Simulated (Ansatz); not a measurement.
The cell of Hg in space group R-3m. Source of the atomic positions: the geometry relaxed at fixed volume with DFT r2SCAN, scalar-relativistic, plane waves, PAW (Ansatz 0.2.0).

```
CELL_PARAMETERS angstrom
4.05787 0.00000 0.00000
-2.02894 3.51422 0.00000
0.00000 0.00000 5.95097
ATOMIC_POSITIONS crystal
Hg 0.00000 0.00000 0.00000
Hg 0.66667 0.33333 0.33333
Hg 0.33333 0.66667 0.66667
```

Take as void every point where the procrystal density (the sum of the densities of spherically averaged neutral Hartree-Fock atoms) is below 0.01 e/bohr³. From Rb on the atoms have core potentials, so only their outer electrons count. What do the voids look like?

The voids take about 27 % of the cell (23 Å³ of 84.9 Å³) and are bounded by about 61 Å² of surface per cell. Where they connect, they form a three-dimensional network.

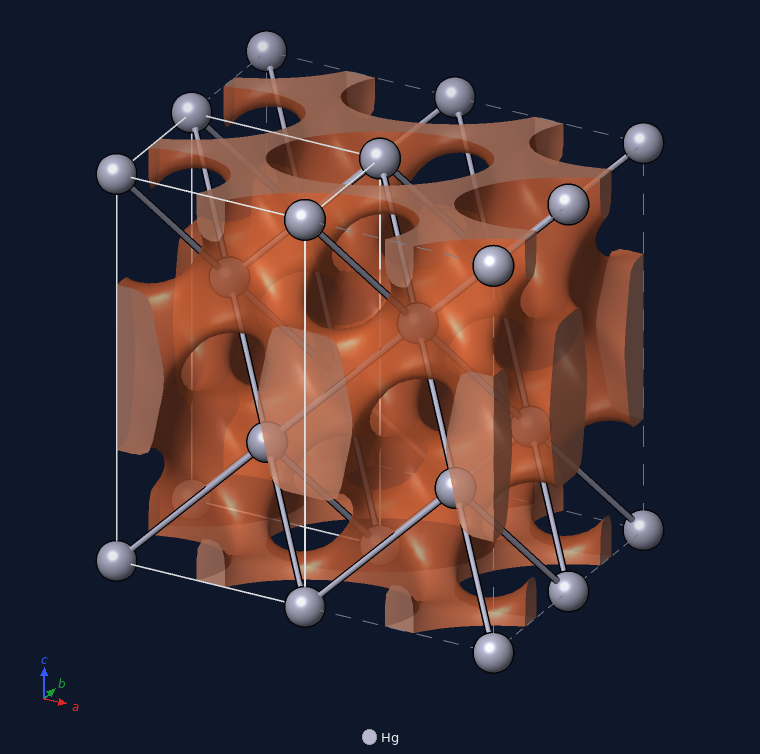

The voids drawn in 2×2×1 cells, view slightly off an axis. Pale faces close the region where the drawn box cuts it.
